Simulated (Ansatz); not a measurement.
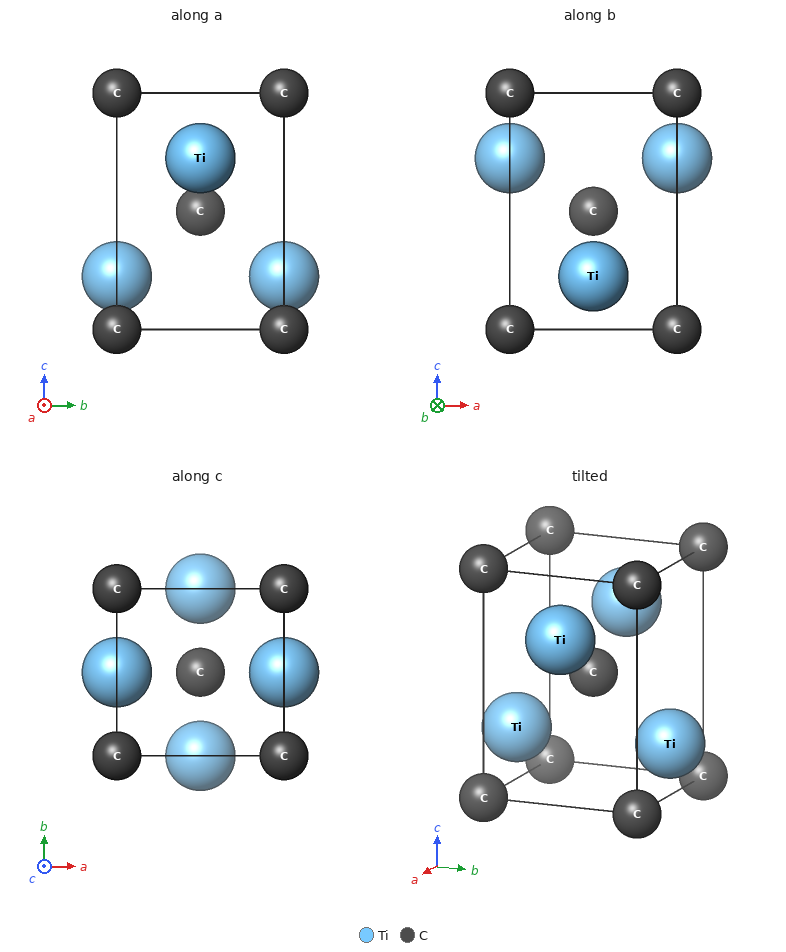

We look at a spheres-only model of the crystal along the a axis, along the b axis, along the c axis and slightly off an axis. Atoms at the boundary of the conventional unit cell (the box) are drawn once for each face, edge or corner they touch.

Lattice parameters: a = 3.3434 Å, b = 3.3434 Å, c = 4.7283 Å, α = 90.000°, β = 90.000°, γ = 90.000°.

Write the structure as a CIF with its space group and independent sites, with free fractional coordinates to two decimals.

Answer.
```cif
data_structure
_symmetry_space_group_name_H-M 'I m m 2'
_symmetry_Int_Tables_number 44
_cell_length_a 3.3434
_cell_length_b 3.3434
_cell_length_c 4.7283
_cell_angle_alpha 90.000
_cell_angle_beta 90.000
_cell_angle_gamma 90.000
_cell_volume 52.85
loop_
_atom_site_label
_atom_site_type_symbol
_atom_site_symmetry_multiplicity
_atom_site_Wyckoff_symbol
_atom_site_fract_x
_atom_site_fract_y
_atom_site_fract_z
_atom_site_occupancy
Ti1 Ti 2 b 0.50 0.00 0.22 1
C1 C 2 a 0.00 0.00 0.00 1
```

The cell started as a structure type filled with these elements by a generator (whether the compound takes this form wasn't checked). The cell was then strained or its atoms displaced on purpose. It was run through Ansatz as a DFT input.

At this level of theory the cell isn't at rest (forces up to 1.3 eV/Å), so its distances can differ from those at equilibrium, the more so the softer the solid.
